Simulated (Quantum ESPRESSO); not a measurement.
## Band-structure run, with input and output: Tc (part 1 of 2)

Tc (P6₃/mmc, 2 atoms in the cell), computed with Kohn-Sham DFT of a periodic cell, PBE, GBRV 1.5 PBE, no spin polarisation (Quantum ESPRESSO 7.5).

The structure derives from an entry of the Crystallography Open Database.

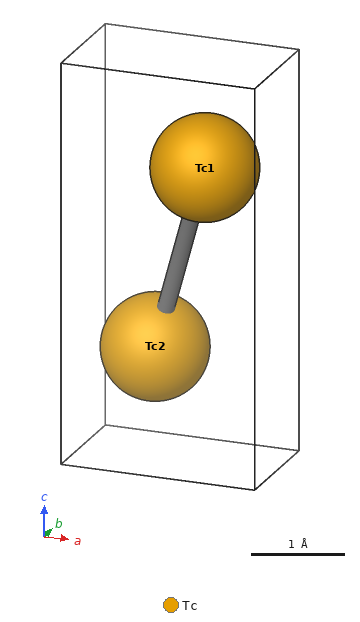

*The structure as given in the input (ball-and-stick view of the cell of the calculation, seen slightly off an axis; atoms are numbered from 1 in the order of the input). An atom can appear more than once, as a periodic image.*

Near neighbours in the periodic cell (some may lie outside the picture): Tc has 12 Tc at 2.71 to 2.74 Å.

## Summary

| quantity | value |
| --- | --- |
| outcome | converged |
| space group (tolerance 0.01 Å) | P6₃/mmc (194) |
| electrons treated | 30 |
| free energy | −4742.3508 eV |
| Fermi energy | 22.699 eV |
| gap on the k-point mesh | none (metallic) |
| pressure | 2.46 GPa |
| largest force (length of the vector) | under 0.001 eV/Å |
| hardware | 1 thread of AMD EPYC (Zen 3), 24 GiB of memory available, shared host |
| wall time | 29 s |
| peak memory | 0.13 GiB |

Notes on the run: negative rho.

## Input
```
&CONTROL
  calculation = 'scf'
  prefix = 'pwscf'
  outdir = './tmp'
  pseudo_dir = './pseudo'
  tprnfor = .true.
  tstress = .true.
  disk_io = 'low'
/
&SYSTEM
  ibrav = 0
  celldm(1) = 8
  nat = 2
  ntyp = 1
  ecutwfc = 45
  ecutrho = 360
  nbnd = 22
  occupations = 'smearing'
  smearing = 'fd'
  degauss = 0.00367493
/
&ELECTRONS
  conv_thr = 4d-10
  electron_maxstep = 120
  mixing_beta = 0.5
/
ATOMIC_SPECIES
Tc    97.9072 tc_pbe_v1.uspp.F.UPF
CELL_PARAMETERS alat
  0.6472311976843   0.0000000000000   0.0000000000000
 -0.3236155988422   0.5605186593237   0.0000000000000
  0.0000000000000   0.0000000000000   1.0388769370130
ATOMIC_POSITIONS crystal
Tc     0.6666666667    0.3333333333    0.7500000000
Tc     0.3333333333    0.6666666667    0.2500000000
K_POINTS automatic
11 11 6 0 0 0
```

## File bands.in
```
&CONTROL
  calculation = 'bands'
  prefix = 'pwscf'
  outdir = './tmp'
  pseudo_dir = './pseudo'
  disk_io = 'low'
  verbosity = 'high'
/
&SYSTEM
  ibrav = 0
  celldm(1) = 8
  nat = 2
  ntyp = 1
  ecutwfc = 45
  ecutrho = 360
  nbnd = 22
  occupations = 'smearing'
  smearing = 'fd'
  degauss = 0.00367493
/
&ELECTRONS
  conv_thr = 1d-08
  electron_maxstep = 120
  mixing_beta = 0.5
  diago_full_acc = .true.
  startingwfc = 'random'
/
ATOMIC_SPECIES
Tc    97.9072 tc_pbe_v1.uspp.F.UPF
CELL_PARAMETERS alat
  0.6472311976843   0.0000000000000   0.0000000000000
 -0.3236155988422   0.5605186593237   0.0000000000000
  0.0000000000000   0.0000000000000   1.0388769370130
ATOMIC_POSITIONS crystal
Tc     0.6666666667    0.3333333333    0.7500000000
Tc     0.3333333333    0.6666666667    0.2500000000
K_POINTS crystal
60
 0.0000000000  0.0000000000  0.0000000000 1
 0.0714285714  0.0000000000  0.0000000000 1
 0.1428571429  0.0000000000  0.0000000000 1
 0.2142857143  0.0000000000  0.0000000000 1
 0.2857142857  0.0000000000  0.0000000000 1
 0.3571428571  0.0000000000  0.0000000000 1
 0.4285714286  0.0000000000  0.0000000000 1
 0.5000000000  0.0000000000  0.0000000000 1
 0.4583333333  0.0833333333  0.0000000000 1
 0.4166666667  0.1666666667  0.0000000000 1
 0.3750000000  0.2500000000  0.0000000000 1
 0.3333333333  0.3333333333  0.0000000000 1
 0.2962962963  0.2962962963  0.0000000000 1
 0.2592592593  0.2592592593  0.0000000000 1
 0.2222222222  0.2222222222  0.0000000000 1
 0.1851851852  0.1851851852  0.0000000000 1
 0.1481481481  0.1481481481  0.0000000000 1
 0.1111111111  0.1111111111  0.0000000000 1
 0.0740740741  0.0740740741  0.0000000000 1
 0.0370370370  0.0370370370  0.0000000000 1
 0.0000000000  0.0000000000  0.0000000000 1
 0.0000000000  0.0000000000  0.1250000000 1
 0.0000000000  0.0000000000  0.2500000000 1
 0.0000000000  0.0000000000  0.3750000000 1
 0.0000000000  0.0000000000  0.5000000000 1
 0.0625000000  0.0000000000  0.5000000000 1
 0.1250000000  0.0000000000  0.5000000000 1
 0.1875000000  0.0000000000  0.5000000000 1
 0.2500000000  0.0000000000  0.5000000000 1
 0.3125000000  0.0000000000  0.5000000000 1
 0.3750000000  0.0000000000  0.5000000000 1
 0.4375000000  0.0000000000  0.5000000000 1
 0.5000000000  0.0000000000  0.5000000000 1
 0.4666666667  0.0666666667  0.5000000000 1
 0.4333333333  0.1333333333  0.5000000000 1
 0.4000000000  0.2000000000  0.5000000000 1
 0.3666666667  0.2666666667  0.5000000000 1
 0.3333333333  0.3333333333  0.5000000000 1
 0.3030303030  0.3030303030  0.5000000000 1
 0.2727272727  0.2727272727  0.5000000000 1
 0.2424242424  0.2424242424  0.5000000000 1
 0.2121212121  0.2121212121  0.5000000000 1
 0.1818181818  0.1818181818  0.5000000000 1
 0.1515151515  0.1515151515  0.5000000000 1
 0.1212121212  0.1212121212  0.5000000000 1
 0.0909090909  0.0909090909  0.5000000000 1
 0.0606060606  0.0606060606  0.5000000000 1
 0.0303030303  0.0303030303  0.5000000000 1
 0.0000000000  0.0000000000  0.5000000000 1
 0.5000000000  0.0000000000  0.5000000000 1
 0.5000000000  0.0000000000  0.4000000000 1
 0.5000000000  0.0000000000  0.3000000000 1
 0.5000000000  0.0000000000  0.2000000000 1
 0.5000000000  0.0000000000  0.1000000000 1
 0.5000000000  0.0000000000  0.0000000000 1
 0.3333333333  0.3333333333  0.0000000000 1
 0.3333333333  0.3333333333  0.1250000000 1
 0.3333333333  0.3333333333  0.2500000000 1
 0.3333333333  0.3333333333  0.3750000000 1
 0.3333333333  0.3333333333  0.5000000000 1
```

Command:
```bash
OMP_NUM_THREADS=1 pw.x -in pw.in > pw.out
OMP_NUM_THREADS=1 pw.x -in bands.in > bands.out
```

## What the program printed
```
This program is part of the open-source Quantum ESPRESSO suite
     for quantum simulation of materials; please cite
         "P. Giannozzi et al., J. Phys.:Condens. Matter 21 395502 (2009);
         "P. Giannozzi et al., J. Phys.:Condens. Matter 29 465901 (2017);
         "P. Giannozzi et al., J. Chem. Phys. 152 154105 (2020);
          URL
     in publications or presentations arising from this work. More details at

     Message from routine setup:
     using ibrav=0 with symmetry is DISCOURAGED, use correct ibrav instead

     G-vector sticks info
     --------------------
     sticks:   dense  smooth     PW     G-vecs:    dense   smooth      PW
     Sum         673     337    109                22299     7847    1413

     Using Slab Decomposition

     bravais-lattice index     =            0
     lattice parameter (alat)  =       8.0000  a.u.
     unit-cell volume          =     192.9672 (a.u.)^3
     number of atoms/cell      =            2
     number of atomic types    =            1
     number of electrons       =        30.00
     number of Kohn-Sham states=           22
     kinetic-energy cutoff     =      45.0000  Ry
     charge density cutoff     =     360.0000  Ry
     scf convergence threshold =      4.0E-10
     mixing beta               =       0.5000
     number of iterations used =            8  plain     mixing
     Exchange-correlation= SLA  PW   PBE  PBE
                           (   1   4   3   4   0   0   0)

     celldm(1)=   8.000000  celldm(2)=   0.000000  celldm(3)=   0.000000
     celldm(4)=   0.000000  celldm(5)=   0.000000  celldm(6)=   0.000000

     crystal axes: (cart. coord. in units of alat)
               a(1) = (   0.647231   0.000000   0.000000 )
               a(2) = (  -0.323616   0.560519   0.000000 )
               a(3) = (   0.000000   0.000000   1.038877 )

     reciprocal axes: (cart. coord. in units 2 pi/alat)
               b(1) = (  1.545043  0.892031 -0.000000 )
               b(2) = (  0.000000  1.784062  0.000000 )
               b(3) = (  0.000000 -0.000000  0.962578 )

     PseudoPot. # 1 for Tc read from file:
     tc_pbe_v1.uspp.F.UPF
     Pseudo is Ultrasoft + core correction, Zval = 15.0
     Generated by new atomic code, or converted to UPF format
     Using radial grid of  965 points,  6 beta functions with:
                l(1) =   0
                l(2) =   0
                l(3) =   1
                l(4) =   1
                l(5) =   2
                l(6) =   2
     Q(r) pseudized with  8 coefficients,  rinner =    1.300   1.300   1.300
                                                       1.300   1.300

     atomic species   valence    mass     pseudopotential
     Tc               15.00    97.90720     Tc( 1.00)

     24 Sym. Ops., with inversion, found (12 have fractional translation)

   Cartesian axes

     site n.     atom                  positions (alat units)
         1        Tc     tau(   1) = (   0.3236156   0.1868396   0.7791577  )
         2        Tc     tau(   2) = (  -0.0000000   0.3736791   0.2597192  )

     number of k points=    64  Fermi-Dirac smearing, width (Ry)=  0.0037
                       cart. coord. in units 2pi/alat
        k(    1) = (   0.0000000   0.0000000   0.0000000), wk =   0.0027548
        k(    2) = (   0.0000000   0.0000000   0.1604297), wk =   0.0055096
        k(    3) = (   0.0000000   0.0000000   0.3208593), wk =   0.0055096
        k(    4) = (   0.0000000   0.0000000  -0.4812890), wk =   0.0027548
        k(    5) = (   0.0000000   0.1621874   0.0000000), wk =   0.0165289
        k(    6) = (   0.0000000   0.1621874   0.1604297), wk =   0.0330579
        k(    7) = (   0.0000000   0.1621874   0.3208593), wk =   0.0330579
        k(    8) = (   0.0000000   0.1621874  -0.4812890), wk =   0.0165289
        k(    9) = (   0.0000000   0.3243749   0.0000000), wk =   0.0165289
        k(   10) = (   0.0000000   0.3243749   0.1604297), wk =   0.0330579
        k(   11) = (   0.0000000   0.3243749   0.3208593), wk =   0.0330579
        k(   12) = (   0.0000000   0.3243749  -0.4812890), wk =   0.0165289
        k(   13) = (   0.0000000   0.4865623   0.0000000), wk =   0.0165289
        k(   14) = (   0.0000000   0.4865623   0.1604297), wk =   0.0330579
        k(   15) = (   0.0000000   0.4865623   0.3208593), wk =   0.0330579
        k(   16) = (   0.0000000   0.4865623  -0.4812890), wk =   0.0165289
        k(   17) = (   0.0000000   0.6487498   0.0000000), wk =   0.0165289
        k(   18) = (   0.0000000   0.6487498   0.1604297), wk =   0.0330579
        k(   19) = (   0.0000000   0.6487498   0.3208593), wk =   0.0330579
        k(   20) = (   0.0000000   0.6487498  -0.4812890), wk =   0.0165289
        k(   21) = (   0.0000000   0.8109372   0.0000000), wk =   0.0165289
        k(   22) = (   0.0000000   0.8109372   0.1604297), wk =   0.0330579
        k(   23) = (   0.0000000   0.8109372   0.3208593), wk =   0.0330579
        k(   24) = (   0.0000000   0.8109372  -0.4812890), wk =   0.0165289
        k(   25) = (   0.1404585   0.2432812   0.0000000), wk =   0.0165289
        k(   26) = (   0.1404585   0.2432812   0.1604297), wk =   0.0330579
        k(   27) = (   0.1404585   0.2432812   0.3208593), wk =   0.0330579
        k(   28) = (   0.1404585   0.2432812  -0.4812890), wk =   0.0165289
        k(   29) = (   0.1404585   0.4054686   0.0000000), wk =   0.0330579
        k(   30) = (   0.1404585   0.4054686   0.1604297), wk =   0.0661157
        k(   31) = (   0.1404585   0.4054686   0.3208593), wk =   0.0661157
        k(   32) = (   0.1404585   0.4054686  -0.4812890), wk =   0.0330579
        k(   33) = (   0.1404585   0.5676561   0.0000000), wk =   0.0330579
        k(   34) = (   0.1404585   0.5676561   0.1604297), wk =   0.0661157
        k(   35) = (   0.1404585   0.5676561   0.3208593), wk =   0.0661157
        k(   36) = (   0.1404585   0.5676561  -0.4812890), wk =   0.0330579
        k(   37) = (   0.1404585   0.7298435   0.0000000), wk =   0.0330579
        k(   38) = (   0.1404585   0.7298435   0.1604297), wk =   0.0661157
        k(   39) = (   0.1404585   0.7298435   0.3208593), wk =   0.0661157
        k(   40) = (   0.1404585   0.7298435  -0.4812890), wk =   0.0330579
        k(   41) = (   0.1404585   0.8920310   0.0000000), wk =   0.0165289
        k(   42) = (   0.1404585   0.8920310   0.1604297), wk =   0.0330579
        k(   43) = (   0.1404585   0.8920310   0.3208593), wk =   0.0330579
        k(   44) = (   0.1404585   0.8920310  -0.4812890), wk =   0.0165289
        k(   45) = (   0.2809169   0.4865623   0.0000000), wk =   0.0165289
        k(   46) = (   0.2809169   0.4865623   0.1604297), wk =   0.0330579
        k(   47) = (   0.2809169   0.4865623   0.3208593), wk =   0.0330579
        k(   48) = (   0.2809169   0.4865623  -0.4812890), wk =   0.0165289
        k(   49) = (   0.2809169   0.6487498   0.0000000), wk =   0.0330579
        k(   50) = (   0.2809169   0.6487498   0.1604297), wk =   0.0661157
        k(   51) = (   0.2809169   0.6487498   0.3208593), wk =   0.0661157
        k(   52) = (   0.2809169   0.6487498  -0.4812890), wk =   0.0330579
        k(   53) = (   0.2809169   0.8109372   0.0000000), wk =   0.0330579
        k(   54) = (   0.2809169   0.8109372   0.1604297), wk =   0.0661157
        k(   55) = (   0.2809169   0.8109372   0.3208593), wk =   0.0661157
        k(   56) = (   0.2809169   0.8109372  -0.4812890), wk =   0.0330579
        k(   57) = (   0.4213754   0.7298435   0.0000000), wk =   0.0165289
        k(   58) = (   0.4213754   0.7298435   0.1604297), wk =   0.0330579
        k(   59) = (   0.4213754   0.7298435   0.3208593), wk =   0.0330579
        k(   60) = (   0.4213754   0.7298435  -0.4812890), wk =   0.0165289
        k(   61) = (   0.4213754   0.8920310   0.0000000), wk =   0.0165289
        k(   62) = (   0.4213754   0.8920310   0.1604297), wk =   0.0330579
        k(   63) = (   0.4213754   0.8920310   0.3208593), wk =   0.0330579
        k(   64) = (   0.4213754   0.8920310  -0.4812890), wk =   0.0165289

     Dense  grid:    22299 G-vectors     FFT dimensions: (  32,  32,  54)

     Smooth grid:     7847 G-vectors     FFT dimensions: (  24,  24,  36)

     Check: negative core charge=   -0.000053

     Initial potential from superposition of free atoms

     starting charge      27.9999, renormalised to      30.0000

     negative rho (up, down):  2.686E-01 0.000E+00
     Starting wfcs are   26 randomized atomic wfcs

     Self-consistent Calculation

     iteration #  1     ecut=    45.00 Ry     beta= 0.50
     Davidson diagonalization with overlap
     ethr =  1.00E-02,  avg # of iterations =  4.0

     negative rho (up, down):  2.645E-01 0.000E+00

     total energy              =    -348.17847031 Ry
     estimated scf accuracy    <       2.00824725 Ry

     iteration #  2     ecut=    45.00 Ry     beta= 0.50
     Davidson diagonalization with overlap
     ethr =  6.69E-03,  avg # of iterations =  2.0

     negative rho (up, down):  2.656E-01 0.000E+00

     total energy              =    -348.55288036 Ry
     estimated scf accuracy    <       0.00402612 Ry

     iteration #  3     ecut=    45.00 Ry     beta= 0.50
     Davidson diagonalization with overlap
     ethr =  1.34E-05,  avg # of iterations =  5.1

     negative rho (up, down):  2.646E-01 0.000E+00

     total energy              =    -348.55568114 Ry
     estimated scf accuracy    <       0.00175777 Ry

     iteration #  4     ecut=    45.00 Ry     beta= 0.50
     Davidson diagonalization with overlap
     ethr =  5.86E-06,  avg # of iterations =  2.1

     negative rho (up, down):  2.644E-01 0.000E+00

     total energy              =    -348.55612222 Ry
     estimated scf accuracy    <       0.00110283 Ry

     iteration #  5     ecut=    45.00 Ry     beta= 0.50
     Davidson diagonalization with overlap
     ethr =  3.68E-06,  avg # of iterations =  2.0

     negative rho (up, down):  2.643E-01 0.000E+00

     total energy              =    -348.55635430 Ry
     estimated scf accuracy    <       0.00000205 Ry

     iteration #  6     ecut=    45.00 Ry     beta= 0.50
     Davidson diagonalization with overlap
     ethr =  6.85E-09,  avg # of iterations =  3.4

     negative rho (up, down):  2.642E-01 0.000E+00

     total energy              =    -348.55635469 Ry
     estimated scf accuracy    <       0.00000111 Ry

     iteration #  7     ecut=    45.00 Ry     beta= 0.50
     Davidson diagonalization with overlap
     ethr =  3.69E-09,  avg # of iterations =  2.0

     negative rho (up, down):  2.642E-01 0.000E+00

     total energy              =    -348.55635491 Ry
     estimated scf accuracy    <          8.0E-09 Ry

     iteration #  8     ecut=    45.00 Ry     beta= 0.50
     Davidson diagonalization with overlap
     ethr =  2.66E-11,  avg # of iterations =  3.0

     negative rho (up, down):  2.642E-01 0.000E+00

     total energy              =    -348.55635491 Ry
     estimated scf accuracy    <          3.7E-09 Ry

     iteration #  9     ecut=    45.00 Ry     beta= 0.50
     Davidson diagonalization with overlap
     ethr =  1.23E-11,  avg # of iterations =  2.0

     negative rho (up, down):  2.642E-01 0.000E+00

     End of self-consistent calculation

          k = 0.0000 0.0000 0.0000 (   989 PWs)   bands (ev):

   -44.1229 -43.8824 -16.7280 -15.6241 -15.6241 -15.4382 -15.4382 -15.3955
    15.4001  17.2837  21.1570  21.1570  21.2190  21.8735  21.8735  22.5910
    22.5910  24.3782  25.2467  25.2467  33.7807  36.9312

          k = 0.0000 0.0000 0.1604 (  1002 PWs)   bands (ev):

   -44.1071 -43.8989 -16.6434 -15.6118 -15.6118 -15.4899 -15.4508 -15.4508
    15.7022  17.3733  21.0259  21.0259  21.0628  21.7001  21.7001  22.9745
    22.9745  23.5335  25.2559  25.2559  34.9252  36.4063

          k = 0.0000 0.0000 0.3209 (  1014 PWs)   bands (ev):

   -44.0637 -43.9435 -16.4090 -15.7437 -15.5780 -15.5780 -15.4851 -15.4851
    16.4949  17.5283  20.7508  20.9176  20.9176  21.3360  21.3360  21.9210
    23.7705  23.7705  25.0998  25.0998  36.1353  37.1569

          k = 0.0000 0.0000-0.4813 (  1014 PWs)   bands (ev):

   -44.0039 -44.0039 -16.0812 -16.0812 -15.5317 -15.5317 -15.5317 -15.5317
    17.3178  17.3178  20.8232  20.8232  21.0275  21.0275  21.0275  21.0275
    24.5736  24.5736  24.5736  24.5736  36.5706  36.5706

          k = 0.0000 0.1622 0.0000 (   991 PWs)   bands (ev):

   -44.1077 -43.8757 -16.6945 -15.6999 -15.6487 -15.5162 -15.4489 -15.4096
    15.7078  17.5321  20.6303  21.4229  21.6255  21.7554  22.1210  22.1568
    22.3863  23.1328  25.3738  26.9920  33.7352  37.5321

          k = 0.0000 0.1622 0.1604 (   998 PWs)   bands (ev):

   -44.0925 -43.8916 -16.6156 -15.6848 -15.6355 -15.5725 -15.4624 -15.4559
    15.9978  17.6333  20.6425  21.2115  21.2482  21.3623  21.9300  22.5762
    22.8400  23.0607  25.3503  26.4389  34.9032  37.0040

          k = 0.0000 0.1622 0.3209 (   998 PWs)   bands (ev):

   -44.0506 -43.9346 -16.3977 -15.7868 -15.6415 -15.5992 -15.5200 -15.4993
    16.7672  17.8188  20.5977  20.6960  20.7827  21.1241  21.5597  21.9543
    23.6810  23.8005  25.1215  25.5978  36.7066  37.0920

          k = 0.0000 0.1622-0.4813 (   994 PWs)   bands (ev):

   -43.9929 -43.9929 -16.0944 -16.0944 -15.5828 -15.5828 -15.5494 -15.5494
    17.6037  17.6037  20.2852  20.2852  21.1882  21.1882  21.2417  21.2417
    24.5279  24.5279  24.7453  24.7453  37.0286  37.0286

          k = 0.0000 0.3244 0.0000 (   995 PWs)   bands (ev):
```
